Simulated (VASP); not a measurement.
# What a change does: geometry relaxation on Ir

System: Ir (Fm-3m, 1 atom in the cell).
Method of run 1: Kohn-Sham DFT of a periodic cell, PBEsol, VASP PAW PBE potentials, recommended, no spin polarisation (VASP 6.6.1).

The structure derives from a Materials Project entry. 

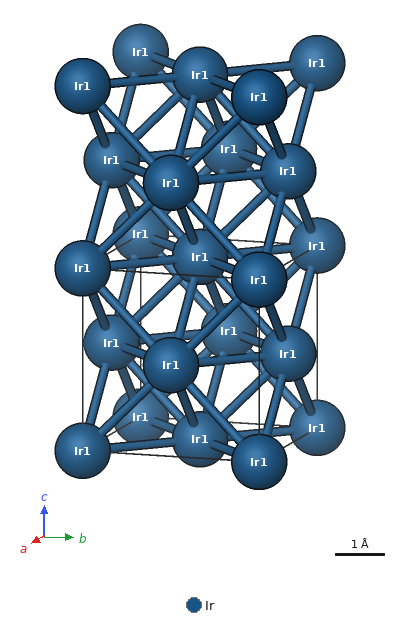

The structure as given in the input (ball-and-stick view of the cell 4 times as large as that of the calculation, set on its symmetry axes, repeated 1 × 1 × 2, seen slightly off an axis; atoms are numbered from 1 in the order of the input). Near neighbours in the crystal (not all of them lie inside the picture): Ir has 12 Ir at 2.73 Å.

### INCAR, run 1
```
SYSTEM = Ir
PREC = Accurate ; ENCUT = 600
EDIFF = 1E-7 ; ISMEAR = 0
SIGMA = 0.1 ; LREAL = .FALSE.
LASPH = .TRUE. ; NELM = 80
ALGO = Normal ; ISIF = 3
LWAVE = .FALSE. ; LCHARG = .FALSE.
GGA = PS ; IBRION = 2
NSW = 90 ; EDIFFG = -0.005
```

### KPOINTS, run 1
```
Automatic mesh
0
G
  18 18 18
  0 0 0
```

### POSCAR, run 1
```
Ir
1.0
    0.0000000000      1.9269646700      1.9269646700
    1.9269646700      0.0000000000      1.9269646700
    1.9269646700      1.9269646700      0.0000000000
Ir
1
Direct
    0.0000000000      0.0000000000      0.0000000000
```

Launched with:
```bash
cat potpaw_PBE.64/Ir/POTCAR > POTCAR
mpirun -np 1 vasp_std > vasp.out
```

Hardware: 1 thread of Intel Xeon (Granite Rapids), 144 GiB of memory available, shared host.

### OSZICAR and lines of OUTCAR (run 1)
```
N       E                     dE             d eps       ncg     rms          rms(c)
DAV:   1     0.473488756635E+02    0.47349E+02   -0.49033E+03  3144   0.115E+03
DAV:   2    -0.973915140645E+01   -0.57088E+02   -0.55422E+02  3136   0.214E+02
DAV:   3    -0.104554298852E+02   -0.71628E+00   -0.71503E+00  4512   0.331E+01
DAV:   4    -0.104598606992E+02   -0.44308E-02   -0.44298E-02  3968   0.191E+00
DAV:   5    -0.104599006915E+02   -0.39992E-04   -0.39992E-04  4608   0.117E-01    0.153E+01
DAV:   6    -0.991886529723E+01    0.54104E+00   -0.11798E+00  3704   0.150E+01    0.596E+00
DAV:   7    -0.982636759450E+01    0.92498E-01   -0.32920E-01  4080   0.732E+00    0.146E+00
[...]
DAV:   6    -0.982343158226E+01   -0.97868E-05   -0.45346E-06  4080   0.141E-02    0.152E-03
DAV:   7    -0.982343158197E+01    0.29706E-09   -0.55490E-08  3208   0.250E-03
   3 F= -.98234316E+01 E0= -.98209038E+01  d E =-.418738E-02
       N       E                     dE             d eps       ncg     rms          rms(c)
DAV:   1    -0.982344135332E+01   -0.97711E-05   -0.27039E-04  3352   0.273E-01    0.259E-02
DAV:   2    -0.982343527423E+01    0.60791E-05   -0.16010E-05  3408   0.555E-02    0.899E-03
DAV:   3    -0.982343470918E+01    0.56506E-06   -0.32272E-06  3808   0.229E-02    0.252E-03
DAV:   4    -0.982343481317E+01   -0.10400E-06   -0.70117E-08  2096   0.283E-03    0.159E-04
DAV:   5    -0.982343481462E+01   -0.14483E-08   -0.34403E-09  1560   0.678E-04
   4 F= -.98234348E+01 E0= -.98209088E+01  d E =-.419061E-02
[... from OUTCAR:]
  free energy    TOTEN  =        -9.82343481 eV
  energy without entropy =       -9.81838284  energy(sigma->0) =       -9.82090883
 E-fermi :  10.3570     XC(G=0): -14.1264     alpha+bet :-15.7682
  free  energy   TOTEN  =        -9.8234348146 eV
  energy  without entropy=       -9.8183828378  energy(sigma->0) =       -9.82090883
```

Run 2 used a changed input.

### The two runs side by side

```tsv
quantity	run 1	run 2
outcome	converged	converged
free energy per atom (eV)	−9.8234	−8.1945
energy per atom, smearing taken to zero (eV)	−9.8209	−8.1917
gap on the mesh (eV)	0.00	0.00
pressure (GPa)	−0.01	−0.03
volume per atom (Å³)	14.09	14.69
largest force (eV/Å)	0.000	0.000
SCF iterations	32	31
irreducible k-points	195	195
```

What was changed in the input?

The change (lines with − go, lines with + come):
```diff
-GGA = PS ; IBRION = 2
+GGA = RP ; IBRION = 2
```

The total energies belong to different methods, so their difference says nothing on which is more stable or more accurate. The volume per atom goes from 14.09 to 14.69 Å³. The functional changes from PBEsol to RPBE. The SCF takes 31 iterations over all geometry steps against 32.

### OSZICAR and lines of OUTCAR (run 2)
```
N       E                     dE             d eps       ncg     rms          rms(c)
DAV:   1     0.491965157487E+02    0.49197E+02   -0.49053E+03  3144   0.115E+03
DAV:   2    -0.797720648245E+01   -0.57174E+02   -0.55534E+02  3136   0.215E+02
DAV:   3    -0.869762434877E+01   -0.72042E+00   -0.71918E+00  4520   0.335E+01
DAV:   4    -0.870202862196E+01   -0.44043E-02   -0.44033E-02  3976   0.191E+00
DAV:   5    -0.870206819624E+01   -0.39574E-04   -0.39574E-04  4584   0.117E-01    0.145E+01
DAV:   6    -0.827087284485E+01    0.43120E+00   -0.89881E-01  3704   0.134E+01    0.610E+00
DAV:   7    -0.818933094610E+01    0.81542E-01   -0.30070E-01  4064   0.726E+00    0.149E+00
[...]
DAV:   6    -0.819444078540E+01   -0.27584E-04   -0.19695E-05  4136   0.389E-02    0.461E-03
DAV:   7    -0.819444083720E+01   -0.51799E-07   -0.28840E-07  3968   0.520E-03
   3 F= -.81944408E+01 E0= -.81916782E+01  d E =-.108063E-01
       N       E                     dE             d eps       ncg     rms          rms(c)
DAV:   1    -0.819450602855E+01   -0.65243E-04   -0.18404E-03  3360   0.706E-01    0.578E-02
DAV:   2    -0.819446331477E+01    0.42714E-04   -0.11506E-04  3424   0.147E-01    0.209E-02
DAV:   3    -0.819445931487E+01    0.39999E-05   -0.21793E-05  3848   0.582E-02    0.763E-03
DAV:   4    -0.819445974507E+01   -0.43020E-06   -0.50860E-07  4048   0.808E-03    0.410E-04
DAV:   5    -0.819445974244E+01    0.26276E-08   -0.75293E-09  1704   0.106E-03
   4 F= -.81944597E+01 E0= -.81917025E+01  d E =-.108252E-01
[... from OUTCAR:]
  free energy    TOTEN  =        -8.19445974 eV
  energy without entropy =       -8.18894530  energy(sigma->0) =       -8.19170252
 E-fermi :   9.8615     XC(G=0): -13.7221     alpha+bet :-15.1176
  free  energy   TOTEN  =        -8.1944597424 eV
  energy  without entropy=       -8.1889452959  energy(sigma->0) =       -8.19170252
```

For both runs: Spin–orbit coupling is left out, which matters for Ir.
